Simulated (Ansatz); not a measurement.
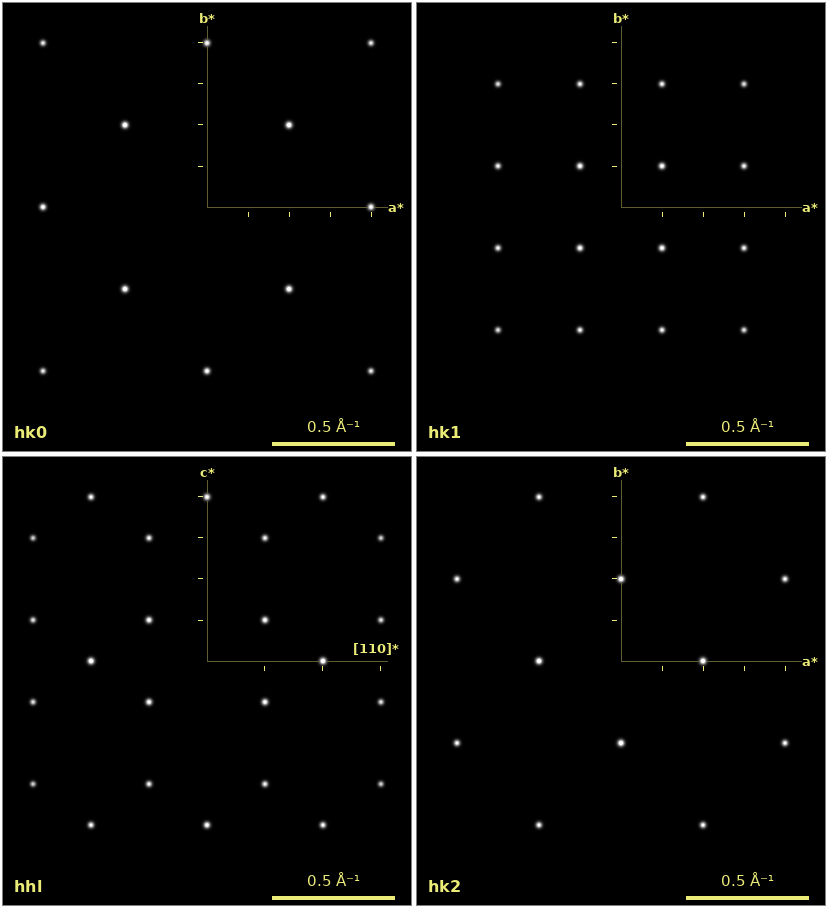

Four undistorted layers of reciprocal space, calculated for a single crystal (X-rays, kinematic |F|², B = 0.5 Å²). Tick marks count the reciprocal lattice steps of the conventional cell along each axis.

The compound is Li. Structure: the geometry relaxed with DFT, PBE, plane waves (420 eV) with PAW, scalar-relativistic in Ansatz 0.2.0; the starting structure was generated, so it need not be a known form of this composition.

What cell do the layers give?

a* = 0.169, b* = 0.169, c* = 0.169 Å⁻¹; the cell is cubic with a = 5.91 Å.

List the systematic absences.

Reflections are present only under these conditions. hkl: h + k = 2n, h + l = 2n; hk0: h = 2n, h + k = 4n; hhl: h + l = 2n; h00: h = 4n. The lattice is face-centred (F). Further gaps, such as 2 2 2, 4 4 2, come from atoms on special positions, not from the group's general conditions.

Which space groups fit?

The intensities have Laue symmetry m-3m (the hk0 layer shows 4mm, hk1 shows 4mm). With these conditions only Fd-3m (No. 227) fits.
